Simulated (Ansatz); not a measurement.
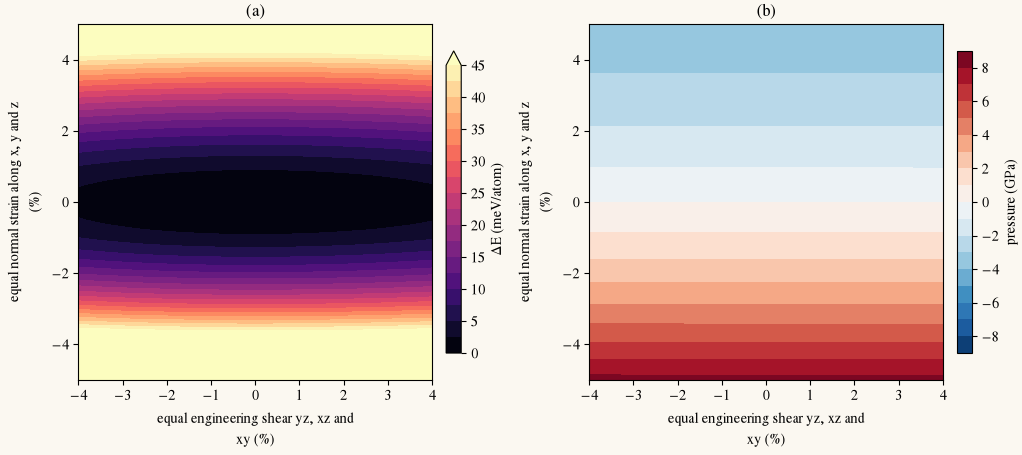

Br (I4/mmm, No. 139; 1 atom in the cell). 
- The energy is mapped over two homogeneous strains (x along [1 0 0], y along [0 1 0], z along [0 0 1] of the conventional cell).
- The first coordinate is: equal engineering shear yz, xz and xy; the second: equal normal strain along x, y and z.
- Nothing is relaxed (symmetry fixes all fractional coordinates).
- The scan uses a 7 × 7 grid.
- Points are written as (first, second).
- Energies: meV/atom, counted from the lowest grid point.
- The runs have no spin polarisation; a magnetic state may lie lower.
- These are results of DFT PBE+D3(BJ), scalar-relativistic, plane waves, PAW in Ansatz 0.2.0, not measurements. Settings: cutoff 420 eV, k-mesh 22×22×22, gaussian smearing 0.15 eV, no spin polarisation.

Panel (a) is the energy and panel (b) the computed pressure on the same grid.

In the figure: filled contours, one colour for all values above the top of the scale. Between grid points the surface is interpolated.

How does the pressure vary over the map, and what is it at the lowest grid point?

It runs from −3.7 GPa at (4.00 %, 5.00 %) to 8.3 GPa at (−4.00 %, −5.00 %). At the lowest grid point, (0.00 %, 0.00 %), it is 0.0 GPa.
